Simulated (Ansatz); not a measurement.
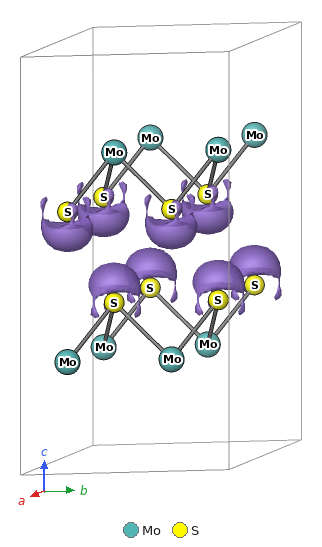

Figure. MoS (slab). Isosurface of the electron localisation function at 0.85 (purple), seen slightly off an axis. Core shells and regions of very low density are left out. Sticks mark near contacts.

Not relaxed (largest force 1.8 eV/Å); computed without spin polarisation.

Method: DFT PBEsol, scalar-relativistic, plane waves, PAW in Ansatz.

### Where are the electrons localised?

The surface consists of two lobes on S, pointing away from the bonds (lone pairs), counted in one cell of 4 atoms. Counts are for one cell; the picture repeats the cell along the surface.

Values along the shortest contacts:
Mo–S (2.41 Å): the ELF peaks at about 0.85 in the valence shell of S, 0.8 Å from its nucleus, and is about 0.45 at the midpoint.

### Does the calculation give a band gap?

It is gapless in this calculation (a metal or semimetal).
